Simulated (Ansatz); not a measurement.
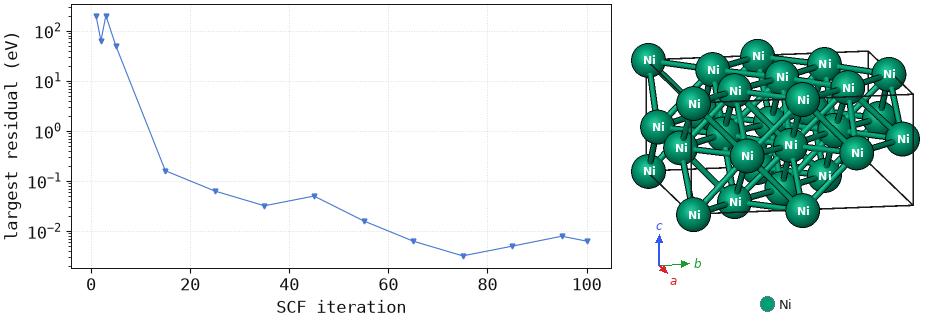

Beside the plot: the structure.

The plot shows the SCF iterations of a calculation: largest residual. Only some iterations were kept.

System: Ni (P1, 16 atoms in the cell).
Method: DFT, r2SCAN, norm-conserving potentials, plane waves, scalar-relativistic in Ansatz; cutoff 1400 eV, 1×1×1 k-mesh, Fermi–Dirac smearing of 0.1 eV, collinear spins.
Setting under test: symmetry off, Broyden mixing, default search for lower states.

**How did this run end?**

It did not converge: it stopped after 100 iterations. The residual comes down slowly and unevenly, and has reached only 6 × 10⁻³ when the run stops.

**What is the residual at the start and at the end?**

It starts near 200 and ends near 6 × 10⁻³ eV.
